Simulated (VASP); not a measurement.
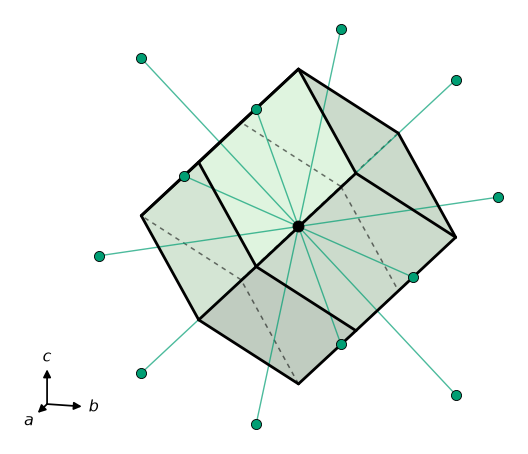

The Wigner–Seitz cell of the crystal's lattice, with lines to the lattice points that define its faces. Crystal: BAs, the geometry relaxed with VASP Kohn-Sham DFT of a periodic cell, HSE06, VASP PAW PBE potentials, recommended in VASP 6.6.1. All values are computed from the atomic coordinates in the standard setting (tolerance 0.002 Å).

a = 4.771 Å, b = 4.771 Å, c = 4.771 Å, α = 90.00°, β = 90.00°, γ = 90.00°; space group No. 216, F-43m.

Describe the polyhedron.

Answer. A rhombic dodecahedron: 12 faces (12 with 4 edges), 24 edges, 14 vertices. Its volume is that of the primitive cell, 27.1 Å³.

Which lattice vectors do the faces bisect?

Answer.
```csv
example,length (Å),faces,edges of each,area (Å²)
1/2 a + 1/2 b,3.37,12,4,4.0
```
